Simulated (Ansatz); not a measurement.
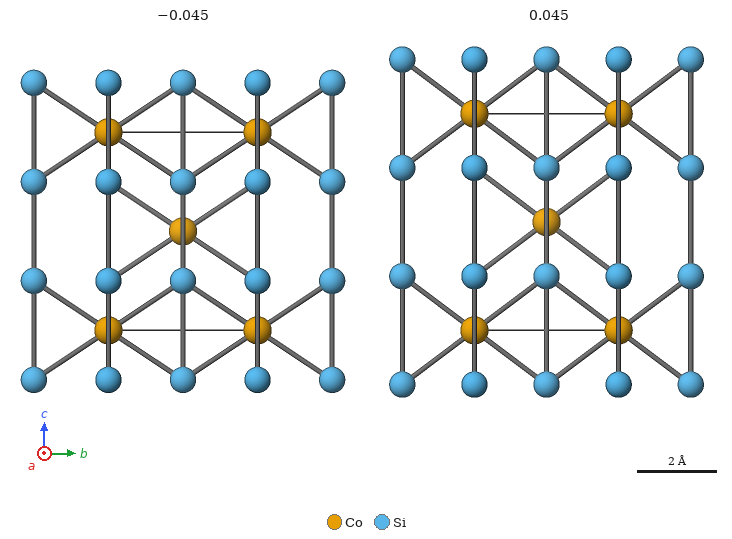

A crystal of CoSi$_{2}$ (set up in Fm-3m), under uniaxial strain along c (a, b relaxed, atoms fixed by symmetry), with energies (extrapolated to zero smearing) counted from the relaxed crystal, which is the row at zero; the cubic crystal is set up in a tetragonal cell with a = a(cubic)/√2 and c = a(cubic). The picture shows the first and the last member. The picture is a ball-and-stick view of the cell of the calculation, seen along the a axis.

Computed with Ansatz 0.2.0: DFT PBEsol, scalar-relativistic, plane waves, PAW. (plane-wave cutoff 420 eV; k-point mesh 10 × 10 × 8; occupations gaussian; smearing width 0.1 eV; no spin polarisation; force threshold 0.008 eV/Å)

| strain | energy (meV/atom) | a (Å) | c (Å) |
| --- | --- | --- | --- |
| −0.045 | 14.20 | 3.821 | 5.073 |
| −0.03 | 6.28 | 3.799 | 5.153 |
| −0.015 | 1.75 | 3.777 | 5.233 |
| 0.0 | 0.00 | 3.757 | 5.313 |
| 0.015 | 0.93 | 3.735 | 5.392 |
| 0.03 | ? | ? | ? |
| 0.045 | 10.13 | 3.695 | 5.552 |

Estimate the missing row from the others, and compare with the calculation.

A parabola through three neighbouring rows (0.0, 0.015, 0.045) gives, with Lagrange weights, (−0.3333)(0.00) + (1.0000)(0.93) + (0.3333)(10.13) = 4.31 meV/atom. The calculation gives 4.46 meV/atom (a = 3.715 Å, c = 5.472 Å). The estimate is 0.15 meV/atom too low. From the first member to the last: Si–Si 2.537 → 2.776 Å, Co–Si 2.293 → 2.311 Å.

The whole series:

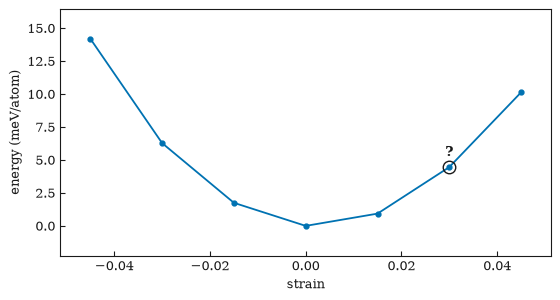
